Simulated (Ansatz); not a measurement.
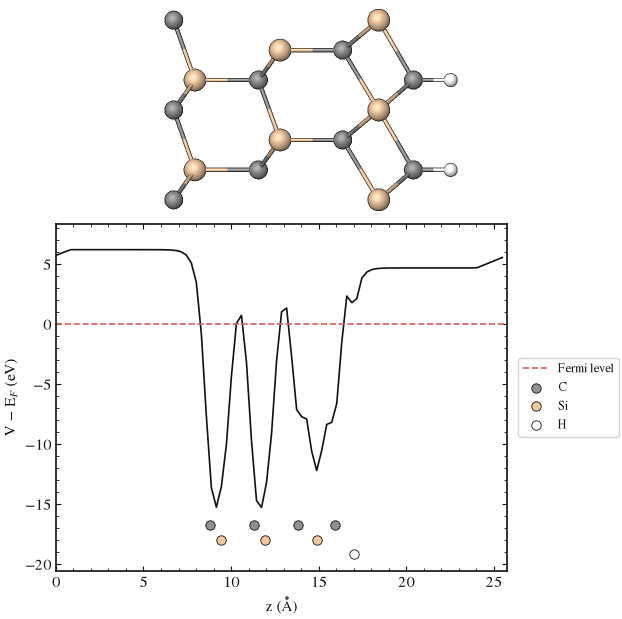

Plane-averaged electrostatic potential energy of an electron across the slab; circles at the bottom mark the heights of the atoms (positions after relaxation). The structure is drawn too.

The Ansatz input:

```
crystal:
  lattice:
    - [3.0806203227, 0.0, 0.0]
    - [-1.5403101613, 2.6678954589, 0.0]
    - [0.0, 0.0, 25.7594609114]
  atoms:
    - { symbol: C, position: [0.0, 0.0, 0.3299758496] }
    - { symbol: Si, position: [0.3333333333, 0.6666666667, 0.3543874238] }
    - { symbol: C, position: [0.3333333333, 0.6666666667, 0.4276221462] }
    - { symbol: Si, position: [0.6666666667, 0.3333333333, 0.4500812338] }
    - { symbol: C, position: [0.6666666667, 0.3333333333, 0.5266643796] }
    - { symbol: Si, position: [0.0, 0.0, 0.5463685728] }
    - { symbol: C, position: [0.3333333333, 0.6666666667, 0.5688845719], spin: 1.0 }
    - { symbol: H, position: [0.3333333333, 0.6666666667, 0.6115873289] }
basis:
  ecutwfc: 420
kpoints:
  mp_grid: { grid: [9, 9, 1] }
hamiltonian:
  xc: pbesol
scf:
  occupations: { method: gaussian, width: 0.05 }
output:
  forces: true
  eigenvalues: true
  populations: true
magnetization:
  spin_polarized: true
relax:
  adjacent_minimum: "off"
  f_tol: 0.03
  max_steps: 70
  constraints: [{ sites: [0, 1, 2] }]
efield:
  axis: 3
  dipole_correction: true
```

> Read off the work function of each face.

The work function is 4.66 eV at the right face and 6.19 eV at the left.

> How thick are slab and vacuum?

The outermost atoms are 8.2 Å apart, which leaves 17.5 Å of vacuum in a cell 25.8 Å high.

> Do the two faces differ, and what does that say about the slab's dipole?

The vacuum level is 1.52 eV higher at the left than at the right, so the slab carries a dipole along its normal; the ramp in the vacuum, at or near the edge of the plot, is the dipole correction that keeps each side flat. Some atoms were held fixed in the relaxation, which can itself make the faces differ.
